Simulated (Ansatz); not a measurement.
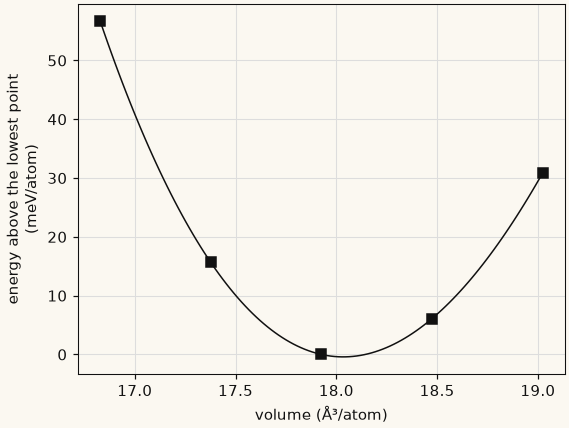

Plotted: energy above the lowest point against volume for Ta, space group Im-3m (No. 229) (one of a set of cubic test structures, which need not be the stable phase).

How it was computed, with Ansatz 0.2.0 development build: equation of state of a cubic crystal from periodic Kohn-Sham density functional theory without spin, third-order Birch-Murnaghan fit to the free energies; pressure corrected for the finite basis. Level: r2SCAN.

```json
{"setting": "structure type", "value": "bcc"}
{"setting": "atoms in cell", "value": "1"}
{"setting": "space group number", "value": "229"}
{"setting": "lattice centring", "value": "body-centred primitive"}
{"setting": "k mesh", "value": "14×14×14"}
{"setting": "occupation method", "value": "Fermi–Dirac"}
{"setting": "occupation width", "value": "0.1 eV"}
{"setting": "wave cutoff", "value": "500 eV"}
{"setting": "datasets", "value": "all-electron datasets"}
{"setting": "density tolerance", "value": "1e-09 eV"}
{"setting": "bands", "value": "18"}
{"setting": "density cutoff ratio", "value": "7"}
{"setting": "nucleus", "value": "point"}
{"setting": "search for lower states", "value": "default"}
```

From this curve and the settings, what does the calculation give for the pressure at the same points?

The pressure falls from 16.1 GPa at volume 16.83 Å³/atom to −9.7 GPa at 19.02 Å³/atom, and changes sign near 18.04 Å³/atom.

| volume (Å³/atom) | pressure (GPa) |
| --- | --- |
| 16.83 | 16.1 |
| 17.38 | 8.1 |
| 17.93 | 1.2 |
| 18.47 | −4.6 |
| 19.02 | −9.7 |

Caveats: modest k-mesh, values are not fully converged in k.
